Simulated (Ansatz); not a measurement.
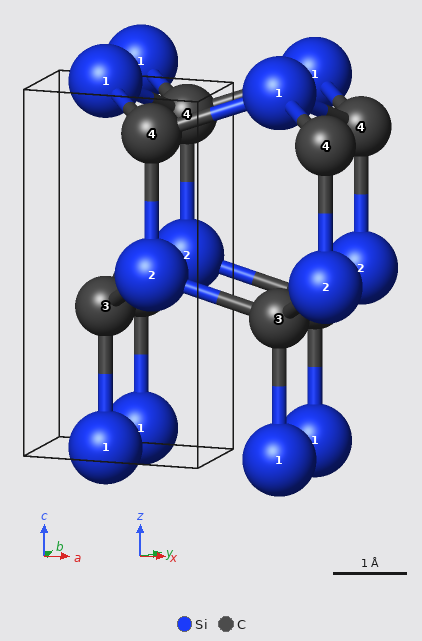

A crystal of SiC (P6_3mc): Si1 (one in each cell of 4 atoms) is moved over the plane of the Cartesian directions [1 1 0] and z, all else fixed. The picture shows the reference cell. A ball-and-stick model of the cell of the calculation, repeated 2 × 2 × 1 with one cell outlined, seen nearly along the normal of the scanned plane.

Computed with DFT PBE, scalar-relativistic, plane waves, PAW (Ansatz). Set-up: plane-wave cutoff 420 eV; k-point mesh 6 × 6 × 4; occupations gaussian; smearing width 0.05 eV; no spin polarisation. Energies (free energies at the smearing named) are counted from the cell as listed in its source, which wasn't relaxed.

```
Si C
1.0
     3.07600    0.00000    0.00000
    -1.53800    2.66389    0.00000
     0.00000    0.00000    5.04800
Si C
2 2
Direct
  0.33333 0.66667 0.00000
  0.66667 0.33333 0.50000
  0.33333 0.66667 0.38500
  0.66667 0.33333 0.88500
```

Predict the energy profile on a grid with rows −0.20, −0.10, 0.00, 0.10, 0.20 and columns −0.20, −0.10, 0.00, 0.10, 0.20 (displacement along [1 1 0] (Å); displacement along z (Å)).

Answer. Rows: displacement along [1 1 0] (Å); columns: displacement along z (Å); values in meV/cell.

```csv
,−0.20,−0.10,0.00,0.10,0.20
−0.20,1171,760,502,475,766
−0.10,669,314,117,154,513
0.00,518,179,0,57,437
0.10,649,297,102,142,504
0.20,1011,621,385,379,689
```

In pairs of (displacement along [1 1 0] (Å); displacement along z (Å)): the lowest computed point lies at (0.00, 0.00) (0 meV/cell), the highest at (−0.20, −0.20) (1171 meV/cell).  Over the ranges scanned the energy rises by about as much along both axes.
